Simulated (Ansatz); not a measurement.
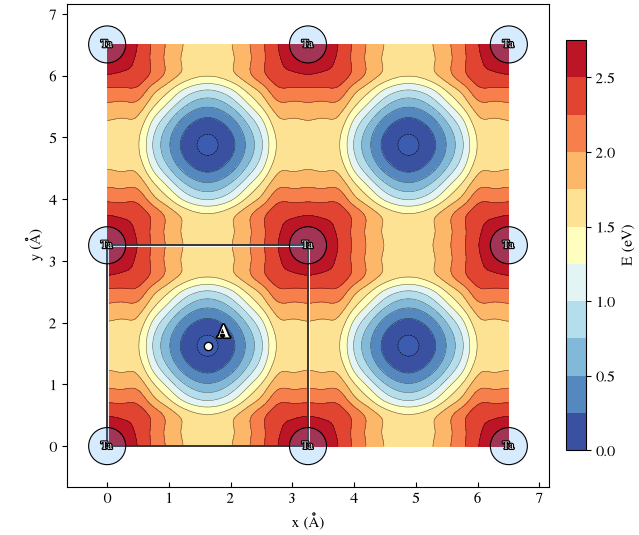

S on a Ta(100) slab cut from the Im-3m phase, its upper half relaxed before the scan (4 atoms of substrate and one adsorbate in a 1 × 1 cell). S is moved over the surface cell; relaxed at each place: the height of the adsorbate's atoms and the top layer of the substrate; the origin of the map has the adsorbate above Ta4. Places are given modulo a cell vector. The map is drawn in real space over the plane of the surface. Grid: 8 × 8 points; 22 points were computed and 42 follow by symmetry. All energies are given in eV relative to the lowest grid point. With one adsorbate in each 1 × 1 cell, its nearest image is 3.3 Å away, so neighbouring adsorbates interact. The calculation used DFT LDA, scalar-relativistic, plane waves, PAW in Ansatz. Settings: cutoff 420 eV, k-mesh 8×8×1, gaussian smearing 0.1 eV, no spin polarisation.

Drawn: filled contours, labelled circles for the atoms of the top layer and small ones for the second layer, the outline of one cell of the 2 × 2 shown, the point A. Between grid points the surface is interpolated.

Q: Find the lowest pass out of the well at A.

A: The easiest path leads from the well at a fourfold hollow over a second-layer Ta atom, (4/8, 4/8) of the cell vectors to its copy one period on. Its highest point lies about 1.6 eV above the bottom of the first well on the interpolated surface, at a bridge site between two Ta atoms, (4/8, 0/8) of the cell vectors. This is the barrier on the constrained surface; relaxing the other coordinates would change it.

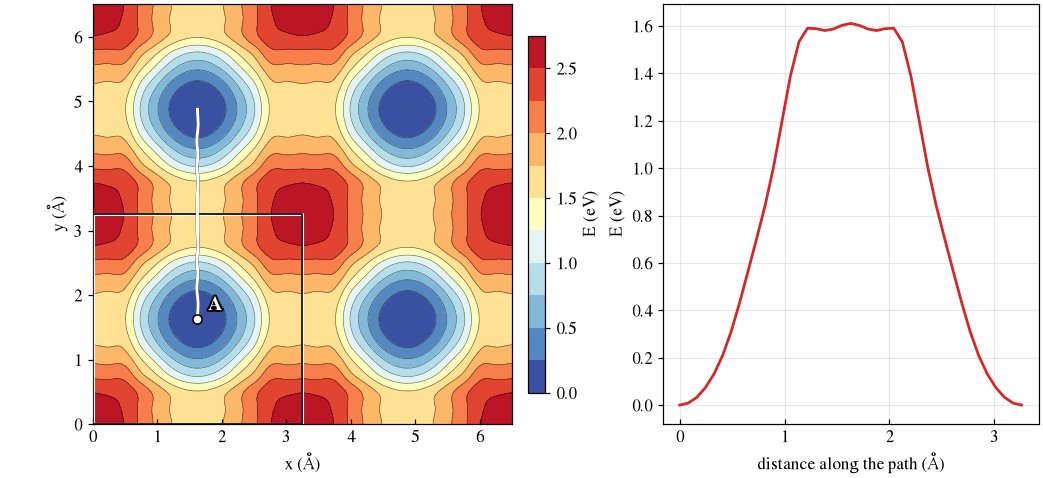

In the figure: filled contours, a line along the lowest path, the outline of one cell of the 2 × 2 shown, the energy along the path at the right. Between grid points the surface is interpolated.

PAW datasets: the set soft_1.
